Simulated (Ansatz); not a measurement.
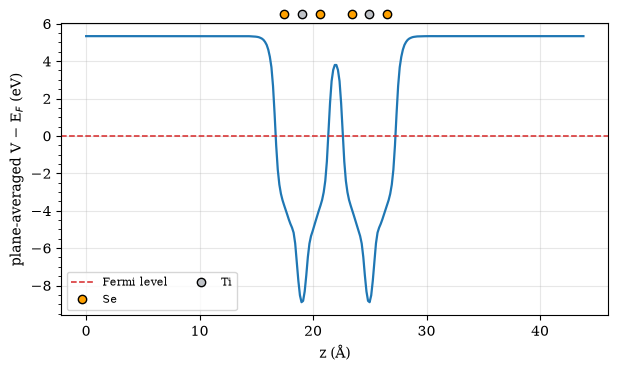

TiSe₂ (slab). Plane average of the electrostatic potential energy of an electron across the slab. Circles mark the heights of the atoms.

Computed without spin polarisation.

These are results of Ansatz 0.2.0, DFT PBE+D3(BJ), scalar-relativistic, plane waves, PAW, not measurements.

In a PAW calculation such maps are meaningful between the atoms, not at the nuclei.

Input

```
crystal:
  lattice:
    - [3.4788159734, 0.0, 0.0]
    - [-1.7394079867, 3.0127430081, 0.0]
    - [0.0, 0.0, 43.9640387615]
  atoms:
    - { symbol: Se, position: [0.6666666667, 0.3333333333, 0.3969244621] }
    - { symbol: Ti, position: [0.0, 0.0, 0.4326875277] }
    - { symbol: Se, position: [0.3333333333, 0.6666666667, 0.4680115765] }
    - { symbol: Se, position: [0.6666666667, 0.3333333333, 0.5319884235] }
    - { symbol: Ti, position: [0.0, 0.0, 0.5673124723] }
    - { symbol: Se, position: [0.3333333333, 0.6666666667, 0.6030755379] }
  periodic: [true, true, false]
basis:
  ecutwfc: 420
kpoints:
  mp_grid: { grid: [12, 12, 1] }
  band_path:
    path:
      - [0.0, 0.0, 0.0]
      - [0.05, 0.0, 0.0]
      - [0.1, 0.0, 0.0]
      - [0.15, 0.0, 0.0]
      - [0.2, 0.0, 0.0]
      - [0.25, 0.0, 0.0]
      - [0.3, 0.0, 0.0]
      - [0.35, 0.0, 0.0]
      - [0.4, 0.0, 0.0]
      - [0.45, 0.0, 0.0]
      - [0.5, 0.0, 0.0]
      - [0.4833333333, 0.0333333333, 0.0]
      - [0.4666666667, 0.0666666667, 0.0]
      - [0.45, 0.1, 0.0]
      - [0.4333333333, 0.1333333333, 0.0]
      - [0.4166666667, 0.1666666667, 0.0]
      - [0.4, 0.2, 0.0]
      - [0.3833333333, 0.2333333333, 0.0]
      - [0.3666666667, 0.2666666667, 0.0]
      - [0.35, 0.3, 0.0]
      - [0.3333333333, 0.3333333333, 0.0]
      - [0.3, 0.3, 0.0]
      - [0.2666666667, 0.2666666667, 0.0]
      - [0.2333333333, 0.2333333333, 0.0]
      - [0.2, 0.2, 0.0]
      - [0.1666666667, 0.1666666667, 0.0]
      - [0.1333333333, 0.1333333333, 0.0]
      - [0.1, 0.1, 0.0]
      - [0.0666666667, 0.0666666667, 0.0]
      - [0.0333333333, 0.0333333333, 0.0]
      - [0.0, -0.5, 0.0]
    npoints: 1
hamiltonian:
  xc: pbe
  dispersion: d3bj
scf:
  occupations: { method: gaussian, width: 0.1 }
  n_extra_bands: 6
output:
  forces: true
  stress: true
  eigenvalues: true
  write_density: true
  write_potential: true
  elf: true
  volumetric_format: npy
```

Run with:

```sh
ansatz run input.yaml --threads 2 --pin off --max-ram 5120MiB --backend cpu --events-out ev --progress --plain --runs-dir out
```

Question: Read off the work function of this surface.

Answer: The potential is flat in the vacuum, 5.34 eV above the Fermi level; this is the work function, the same on both faces.

Question: How thick is the slab, and how wide the vacuum?

Answer: The outermost nuclei are 9.1 Å apart, in 6 atomic planes; the vacuum between periodic images is 34.9 Å wide.
